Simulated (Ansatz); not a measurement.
## Geometry relaxation of GaAs

The run: geometry relaxation of GaAs (2 atoms in the cell). Method and program: DFT, r2SCAN+rVV10, plane waves, PAW, no spin polarisation (Ansatz 0.2.0).

The structure was built on a prototype by a generator. The geometry comes from this level: PBEsol.

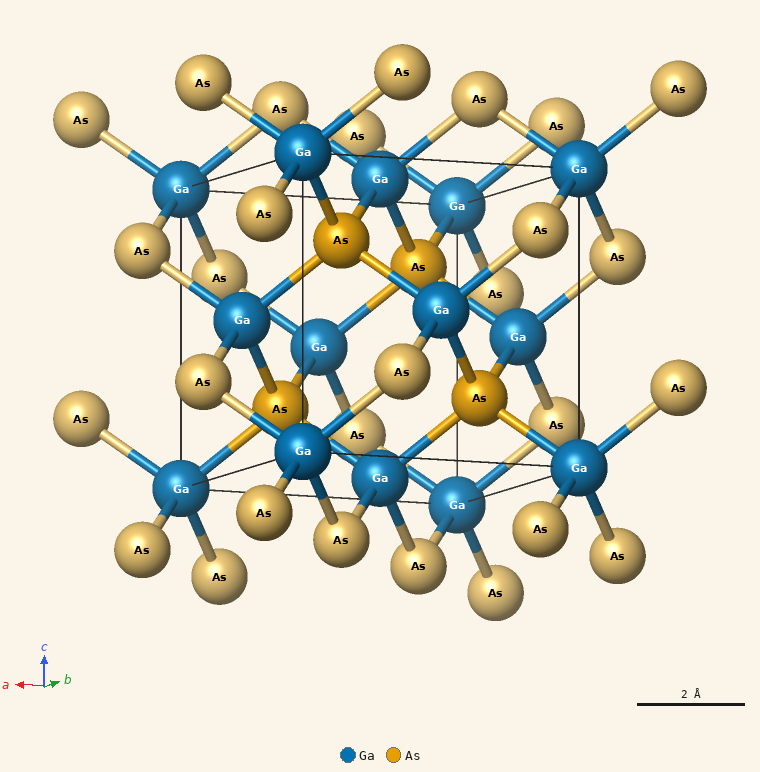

Fig. 1: The input geometry (ball-and-stick view of the cell 4 times as large as that of the calculation, set on its symmetry axes, seen at an oblique angle; neighbours outside the cell are drawn fainter). An atom can appear more than once, as a periodic image.

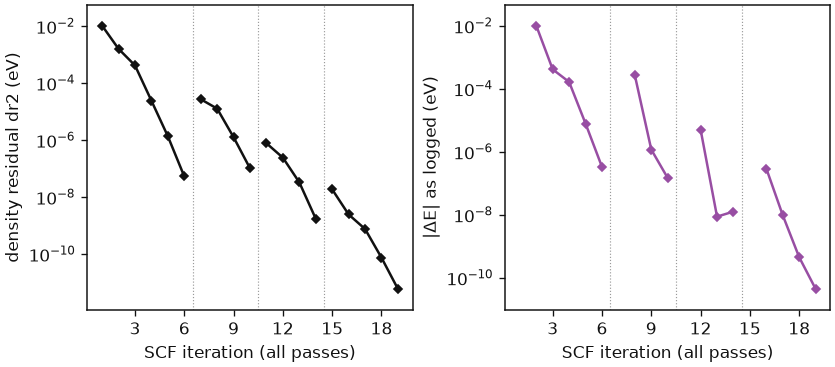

Fig. 2: Convergence of the self-consistent field: density residual dr2 and size of the energy change against the SCF iteration. The dotted lines part the SCF passes of the relaxation: geometry steps, rejected trials and re-solves on a re-selected basis. The passes take 6, 4, 4 and 5 iterations.

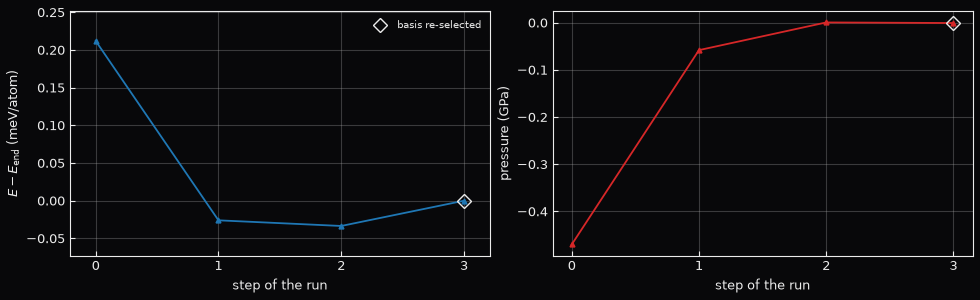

Fig. 3: Progress of the relaxation, step by step (the first geometry is step 0 here and step 1 in the log). After 2 geometry steps the energy has fallen by 0.2 meV per atom. All forces vanish by symmetry, so only the cell relaxes. Pressure: −0.47 GPa at the start and 0.00 GPa at the end. The atoms keep their places relative to the cell (all moves are under 0.005 Å). The volume changes by −0.6 %, with a = b = c 5.658 → 5.646 Å (−0.2 %). Among the contacts that change: Ga1–As2 2.450 → 2.445 Å. The space group stays F-43m (No. 216). A last SCF at the same geometry on a re-selected plane-wave basis shifts the energy by +0.0 meV per atom. (Atoms are counted from 1 in the order of the input.)

These pictures come from the run below.

Input file:
```yaml
crystal:
  lattice:
    - [0.0, 2.8289819029, 2.8289819029]
    - [2.8289819029, 0.0, 2.8289819029]
    - [2.8289819029, 2.8289819029, 0.0]
  atoms:
    - { symbol: Ga, position: [0.0, 0.0, 0.0] }
    - { symbol: As, position: [0.25, 0.25, 0.25] }
kpoints:
  mp_grid: { grid: [8, 8, 8] }
hamiltonian:
  xc: r2scan
  dispersion: rvv10
scf:
  occupations: { method: fermi_dirac, width: 0.03 }
relax:
  f_tol: 0.01
  cell: {}
  max_steps: 120
```

Launched with:
```bash
ansatz run input.yaml --threads 2 --pin off --max-ram 2211MiB --backend cpu --events-out ev --progress --plain --runs-dir out
```

Log:
```
Engine: ansatz 0.2.0, aarch64-unknown-linux-gnu
Pseudopotentials: kind: paw
Pseudopotential: Ga, paw, valence charge 13, recommended cutoff 500 eV (meta_gga), Ga.paw.azcp
Pseudopotential: As, paw, valence charge 15, recommended cutoff 500 eV (meta_gga), As.paw.azcp
Functional definition: r2SCAN+rVV10
  parameter k0 = 0.174
  parameter k1 = 0.065
  parameter a1 = 4.9479
  exchange = r2scan_x(k0 = k0, k1 = k1, a1 = a1)
  correlation = r2scan_c + rvv10(11.95, 0.0093)
Crystal: 2 atoms, lattice volume = 45.281 Å³
Basis set: ecut = 500 eV, 1139 PW (Γ), exchange–correlation on 144×144×144 points (64 copies of the dense FFT grid, shifted against one another)
Bands: 18, of which v1, the nominal top of the filled ones, is band 14 counted from 1 (13 counted from 0)
Symmetry: 24 space group operations
Space group: F-43m (ITA 216), of the structure as read, at distance tolerance 3.6e-5 Å
k-points: 29 of 512 (time reversal used)
Non-local potential: Ga, projectors of the file, l = 0: 2, l = 1: 2, l = 2: 3, l = 3: 1
Non-local potential: As, projectors of the file, l = 0: 2, l = 1: 2, l = 2: 3, l = 3: 1
PAW form: soft (Blöchl's): semilocal exchange-correlation on the pseudo side does not see the compensation charge
rVV10 density: all electrons in the spheres
PAW frozen core: Ga, regenerated for the run's functional (the file was generated under x = pbe(κ = 0.804, μ = 0.2195149727645171), c = pbe(β = 0.06672455060314922))
PAW frozen core: As, regenerated for the run's functional (the file was generated under x = pbe(κ = 0.804, μ = 0.2195149727645171), c = pbe(β = 0.06672455060314922))
PAW one-centre angular grid: Ga, 590 points (default); XC on 160 Gauss nodes
PAW one-centre angular grid: As, 590 points (default); XC on 160 Gauss nodes
Initial density: superposition of atomic densities (neutral atoms: chi_scale 0, normalization atom), corrected by the library's trained network
Initial wavefunctions: pseudopotential atomic-orbital guess
Functional: x = r2scan, c = r2scan + rvv10(b = 11.95, C = 0.0093); τ floored in thin density (d = 2e-4 eV/Å³)
SCF iter   1: F=—  HF=-8653.303063 eV  |F-HF|=—  |Δ(HF+E_count)|=         —  Δρ=7.74e-3  dr2=1.03e-2  dr2_τ=4.24e-3  ethr=1.77e-3  ⟨swp⟩=5.9  Hψ=2495  notcnv=0
preconditioner: auto → none  [insulator: Δε(μ)=0.914 eV  Ē_g=16.281 eV  σ=0.030 eV  W_gap=1.00  n_scr=14 (ndim 8)  ℏωp=23.4 eV  f_vac=0.089  D(μ)=0.00/eV (n_scr^D=0)  ε∞_Penn≈3.1]
SCF iter   2: F=—  HF=-8653.313105 eV  |F-HF|=—  |Δ(HF+E_count)|=   1.00e-2  Δρ=1.71e-3  dr2=1.58e-3  dr2_τ=3.27e-5  ethr=3.69e-5  ⟨swp⟩=2.0  Hψ=1278  notcnv=0
SCF iter   3: F=—  HF=-8653.312695 eV  |F-HF|=—  |Δ(HF+E_count)|=   4.10e-4  Δρ=1.54e-3  dr2=4.15e-4  dr2_τ=3.39e-6  ethr=5.64e-6  ⟨swp⟩=2.0  Hψ=899  notcnv=0
SCF iter   4: F=—  HF=-8653.312859 eV  |F-HF|=—  |Δ(HF+E_count)|=   1.63e-4  Δρ=3.22e-4  dr2=2.39e-5  dr2_τ=4.25e-7  ethr=1.48e-6  ⟨swp⟩=2.9  Hψ=963  notcnv=0
SCF iter   5: F=—  HF=-8653.312851 eV  |F-HF|=—  |Δ(HF+E_count)|=   7.76e-6  Δρ=5.38e-5  dr2=1.35e-6  dr2_τ=1.80e-8  ethr=8.53e-8  ⟨swp⟩=2.0  Hψ=928  notcnv=0
SCF iter   6: F=-8653.312851 eV  HF=-8653.312851 eV  |F-HF|=6.78e-10  |Δ(HF+E_count)|=   3.27e-7  Δρ=1.26e-5  dr2=5.25e-8  dr2_τ=2.11e-9  ethr=3.57e-10  ⟨swp⟩=3.0  Hψ=2110  notcnv=0
SCF 1 converged in 6 iterations: F = -8653.312851 eV  dr2 = 5.25e-8
  greatest PAW one-centre occupation: 0.999 electrons in one spin orbital (limit 2), on the As atom at site 1 (counted from 0), in its partial waves of l = 2
relax step   1: F+E_penalty+E_count = -8653.31285081 eV  Δ(F+E_penalty+E_count) = +0.000e0 eV  max|allowed force component| = 1.070e-16 eV/Å  Δτ_max = 0.0000 Å  P = -0.470 GPa  Ω = 45.281 Å³  (6 SCF iters, dr2 threshold 1.00e-7 eV, accepted)
Crystal: 2 atoms, lattice volume = 45.030 Å³
rVV10 density: all electrons in the spheres
Initial density: handed on by an earlier stage of this run
Initial wavefunctions: those handed on with the density
iter 1 solved again at ethr=1.05e-7 eV; its pass at ethr=3.10e-3 eV (dr2=2.93e-5 eV) is discarded
SCF iter   1: F=—  HF=-8653.313065 eV  |F-HF|=—  |Δ(HF+E_count)|=         —  Δρ=2.03e-4  dr2=2.70e-5  dr2_τ=5.83e-5  ethr=1.05e-7  ⟨swp⟩=2.0  Hψ=2804  notcnv=0
automatic band count: iteration 1 solves 17 bands in place of 18: the levels show a gap, and the empty bands left out lie too high to hold charge; the band table lists the bands solved (type scf.n_extra_bands for more)
preconditioner: auto → none  [insulator: Δε(μ)=1.018 eV  Ē_g=15.424 eV  σ=0.030 eV  W_gap=1.00  n_scr=14 (ndim 8)  ℏωp=23.5 eV  f_vac=0.078  D(μ)=0.00/eV (n_scr^D=0)  ε∞_Penn≈3.3]
SCF iter   2: F=—  HF=-8653.313328 eV  |F-HF|=—  |Δ(HF+E_count)|=   2.63e-4  Δρ=1.44e-4  dr2=1.26e-5  dr2_τ=8.27e-8  ethr=9.64e-8  ⟨swp⟩=2.0  Hψ=755  notcnv=0
SCF iter   3: F=—  HF=-8653.313327 eV  |F-HF|=—  |Δ(HF+E_count)|=   1.16e-6  Δρ=6.17e-5  dr2=1.25e-6  dr2_τ=3.63e-8  ethr=4.49e-8  ⟨swp⟩=2.0  Hψ=693  notcnv=0
SCF iter   4: F=-8653.313327 eV  HF=-8653.313327 eV  |F-HF|=6.51e-8  |Δ(HF+E_count)|=   1.45e-7  Δρ=1.79e-5  dr2=1.01e-7  dr2_τ=3.40e-9  ethr=7.14e-10  ⟨swp⟩=2.9  Hψ=2002  notcnv=0
SCF 2 converged in 4 iterations: F = -8653.313327 eV  dr2 = 1.01e-7
relax step   2: F+E_penalty+E_count = -8653.31332683 eV  Δ(F+E_penalty+E_count) = -4.760e-4 eV  max|allowed force component| = 2.364e-17 eV/Å  Δτ_max = 0.0000 Å  P = -0.058 GPa  Ω = 45.030 Å³  energy of the carried Pulay correction = +6.059e-5 eV  (4 SCF iters, dr2 threshold 2.00e-7 eV, accepted)
Crystal: 2 atoms, lattice volume = 44.995 Å³
rVV10 density: all electrons in the spheres
iter 1 solved again at ethr=2.95e-9 eV; its pass at ethr=3.10e-3 eV (dr2=8.26e-7 eV) is discarded
SCF iter   1: F=—  HF=-8653.313337 eV  |F-HF|=—  |Δ(HF+E_count)|=         —  Δρ=4.01e-5  dr2=7.67e-7  dr2_τ=1.14e-6  ethr=2.95e-9  ⟨swp⟩=2.0  Hψ=2804  notcnv=0
automatic band count: iteration 1 solves 17 bands in place of 18: the levels show a gap, and the empty bands left out lie too high to hold charge; the band table lists the bands solved (type scf.n_extra_bands for more)
preconditioner: auto → none  [insulator: Δε(μ)=1.031 eV  Ē_g=15.425 eV  σ=0.030 eV  W_gap=1.00  n_scr=14 (ndim 8)  ℏωp=23.5 eV  f_vac=0.078  D(μ)=0.00/eV (n_scr^D=0)  ε∞_Penn≈3.3]
SCF iter   2: F=—  HF=-8653.313342 eV  |F-HF|=—  |Δ(HF+E_count)|=   5.01e-6  Δρ=2.15e-5  dr2=2.39e-7  dr2_τ=2.60e-9  ethr=2.74e-9  ⟨swp⟩=3.0  Hψ=983  notcnv=0
SCF iter   3: F=—  HF=-8653.313342 eV  |F-HF|=—  |Δ(HF+E_count)|=   8.64e-9  Δρ=1.02e-5  dr2=3.25e-8  dr2_τ=9.20e-10  ethr=8.55e-10  ⟨swp⟩=3.0  Hψ=754  notcnv=0
SCF iter   4: F=-8653.313342 eV  HF=-8653.313342 eV  |F-HF|=1.89e-9  |Δ(HF+E_count)|=   1.25e-8  Δρ=2.91e-6  dr2=1.72e-9  dr2_τ=7.52e-11  ethr=3.01e-11  ⟨swp⟩=4.1  Hψ=1825  notcnv=0
SCF 3 converged in 4 iterations: F = -8653.313342 eV  dr2 = 1.72e-9
relax step   3: F+E_penalty+E_count = -8653.31334169 eV  Δ(F+E_penalty+E_count) = -1.486e-5 eV  max|allowed force component| = 3.441e-17 eV/Å  Δτ_max = 0.0000 Å  P = +0.001 GPa  Ω = 44.995 Å³  energy of the carried Pulay correction = +6.910e-5 eV  (4 SCF iters, dr2 threshold 8.43e-9 eV, accepted)
rVV10 density: all electrons in the spheres
Initial wavefunctions: pseudopotential atomic-orbital guess (no wavefunctions were taken with the density)
iter 1 solved again at ethr=2.23e-7 eV; its pass at ethr=3.10e-3 eV (dr2=6.24e-5 eV) is discarded
SCF iter   1: F=—  HF=-8653.313274 eV  |F-HF|=—  |Δ(HF+E_count)|=         —  Δρ=1.10e-5  dr2=1.84e-8  dr2_τ=5.02e-9  ethr=2.23e-7  ⟨swp⟩=3.0  Hψ=3661  notcnv=0
eigensolver tolerance schedule: the retry pair's looser diagonalisation over-reported the residual by 3389.79 of it (diagonalisation noise at 0.32 of the residual, at the tolerance the schedule requests for it); recorded, not acted on — ethr = c·dr2/N_el stays at c = 1.0e-1
preconditioner: auto → none  [insulator: Δε(μ)=1.032 eV  Ē_g=16.201 eV  σ=0.030 eV  W_gap=1.00  n_scr=14 (ndim 8)  ℏωp=23.5 eV  f_vac=0.078  D(μ)=0.00/eV (n_scr^D=0)  ε∞_Penn≈3.1]
SCF iter   2: F=—  HF=-8653.313275 eV  |F-HF|=—  |Δ(HF+E_count)|=   2.90e-7  Δρ=4.34e-6  dr2=2.43e-9  dr2_τ=6.48e-10  ethr=6.57e-11  ⟨swp⟩=2.0  Hψ=911  notcnv=0
SCF iter   3: F=—  HF=-8653.313275 eV  |F-HF|=—  |Δ(HF+E_count)|=   9.54e-9  Δρ=2.03e-6  dr2=7.50e-10  dr2_τ=2.11e-11  ethr=8.69e-12  ⟨swp⟩=2.0  Hψ=783  notcnv=0
SCF iter   4: F=—  HF=-8653.313275 eV  |F-HF|=—  |Δ(HF+E_count)|=  4.44e-10  Δρ=6.27e-7  dr2=7.38e-11  dr2_τ=4.21e-12  ethr=2.68e-12  ⟨swp⟩=2.3  Hψ=888  notcnv=0
SCF iter   5: F=-8653.313275 eV  HF=-8653.313275 eV  |F-HF|=9.09e-12  |Δ(HF+E_count)|=  4.37e-11  Δρ=1.15e-7  dr2=5.90e-12  dr2_τ=1.63e-13  ethr=1.00e-12  ⟨swp⟩=5.5  Hψ=2122  notcnv=0
SCF 4 converged in 5 iterations: F = -8653.313275 eV  dr2 = 5.90e-12
relax step   4: F+E_penalty+E_count = -8653.31327479 eV  Δ(F+E_penalty+E_count) = +6.690e-5 eV  max|allowed force component| = 1.785e-17 eV/Å  Δτ_max = 0.0000 Å  P = -0.001 GPa  Ω = 44.995 Å³  stress off target by 5.97e-4 GPa  SCF on the basis re-selected at this cell (its energy is not comparable with the rows above)  (5 SCF iters)
basis re-selected at this cell: Δ(F+E_penalty+E_count) = +6.690e-5 eV, ΔP = -0.001 GPa vs the last step (what re-selecting the basis moved, of the pressure what is left beyond the Pulay correction that the steps carried, after the strain that the cell walked since its last selection, with what the two solves' SCF thresholds leave and, on support functions, any second-order correction that the steps lacked; it is no measure of the basis error at this ecutwfc). This SCF's stress stands 5.97e-4 GPa from its target on what of the cell is left free (relax.cell.stress_tol is 5.00e-2 GPa) and its largest allowed force component is 1.79e-17 eV/Å (relax.f_tol is 1.00e-2 eV/Å): within both
SCF converged after 5 iterations
Free energy (F): -8653.313275 eV
Harris-Foulkes:  -8653.313275 eV  (|F-HF|=9.09e-12)
Internal energy: -8653.313275 eV  (E = F + TS)
E sigma→0 (E₀):  -8653.313275 eV
Fermi energy:    8.514461 eV
--- Per-component energies (eV) ---
  E_band       = -329.923791
  E_kinetic    = 218.589814
  E_local      = -3912.301651  (includes V_loc(G=0)·N_el)
  E_nonlocal   = -242.955309
  E_hartree    = 1974.036097
  E_xc         = -134.203649
  E_vxc        = -143.261474  (∫ρ·V_xc dr)
  E_paw        = -3851.966508  (= ΣΔE_a)
  E_vpaw       = -205.579014  (= ΣTr[D̂ρ^β])
  E_aug_tail   = -0.000016  (compensation charges beyond the density's cutoff)
  E_vtau       = 7.511707  (kinetic-family band-sum trace: ∫τ·v_τ [+ j·A + Jᵃ·Aᵃ] dr)
  E_ewald      = -2702.401577
  E_core_change = -2.110478  (= ΣΔE_core)
  E_smearing   = -0.000000  (= −TS)
  E_closure    = 0.000000  (closes the sum)
  Σ components = -8653.313275   (vs F -8653.313275, Δ=0.00e0)
--- Forces (eV/Å), atoms counted from 1 ---
  atom   1  Ga     0.00000000     0.00000000    -0.00000000
  atom   2  As    -0.00000000    -0.00000000     0.00000000
  max |Σ_I F_I| component: 3.37e-17 eV/Å
--- Stress (GPa, compression-positive) ---
       -0.000597      -0.000000      -0.000000
       -0.000000      -0.000597       0.000000
       -0.000000       0.000000      -0.000597
  P = ⅓ Tr σ = -0.0006 GPa (-0.006 kbar)
--- Relaxed structure (3 steps of the walk, 3 accepted, 1 SCFs on fresh bases) ---
  F+E_penalty+E_count = -8653.31327479 eV   max|allowed force component| = 1.785e-17 eV/Å   (the final SCF, on the basis selected at the relaxed cell)
  cell:  # Å, volume = 44.9952 Å³
    - [-2.0381488131582358e-34, 2.8230070279133823, 2.8230070279133823]
    - [2.8230070279133823, 3.8724827450006484e-33, 2.8230070279133823]
    - [2.8230070279133823, 2.8230070279133823, 4.076297626316472e-33]
  atoms:
    - { symbol: Ga, position: [-5.985239452061271e-34, 6.212167962092031e-34, 5.361186049476684e-34] }
    - { symbol: As, position: [0.25, 0.25, 0.25] }
```

Trajectory as extended XYZ (Å, eV, eV/Å), 4 frames, from step=1 to step=4:
```
2
Lattice="0.0000 2.8290 2.8290 2.8290 0.0000 2.8290 2.8290 2.8290 0.0000" Properties=species:S:1:pos:R:3:forces:R:3 step=1 energy=-8653.31285 pressure_GPa=-0.47
Ga    0.0000    0.0000    0.0000    0.0000   0.0000   0.0000
As    1.4145    1.4145    1.4145    0.0000   0.0000   0.0000
2
Lattice="0.0000 2.8237 2.8237 2.8237 0.0000 2.8237 2.8237 2.8237 0.0000" Properties=species:S:1:pos:R:3:forces:R:3 step=2 energy=-8653.31333 pressure_GPa=-0.06
Ga    0.0000    0.0000    0.0000    0.0000   0.0000   0.0000
As    1.4119    1.4119    1.4119    0.0000   0.0000   0.0000
2
Lattice="0.0000 2.8230 2.8230 2.8230 0.0000 2.8230 2.8230 2.8230 0.0000" Properties=species:S:1:pos:R:3:forces:R:3 step=3 energy=-8653.31334 pressure_GPa=0.00
Ga    0.0000    0.0000    0.0000    0.0000   0.0000   0.0000
As    1.4115    1.4115    1.4115    0.0000   0.0000   0.0000
2
Lattice="0.0000 2.8230 2.8230 2.8230 0.0000 2.8230 2.8230 2.8230 0.0000" Properties=species:S:1:pos:R:3:forces:R:3 step=4 energy=-8653.31328 pressure_GPa=-0.00
Ga    0.0000    0.0000    0.0000    0.0000   0.0000   0.0000
As    1.4115    1.4115    1.4115    0.0000   0.0000   0.0000
```

Results in brief:

- outcome: converged
- space group (tolerance 0.01 Å): F-43m (216)
- electrons treated: 28
- free energy: −8653.3133 eV
- Fermi energy: 8.514 eV
- pressure: 0.00 GPa
- final volume: 45.00 Å³
- largest force (length of the vector) at the end: under 0.001 eV/Å
- final cell: a = 3.992 Å, b = 3.992 Å, c = 3.992 Å, α = 60.00°, β = 60.00°, γ = 60.00°
- hardware: 2 threads of Arm Neoverse V1, 24 GiB of memory available, shared host
- wall time: 15 s (CPU time 29 s)
- peak memory: 0.56 GiB
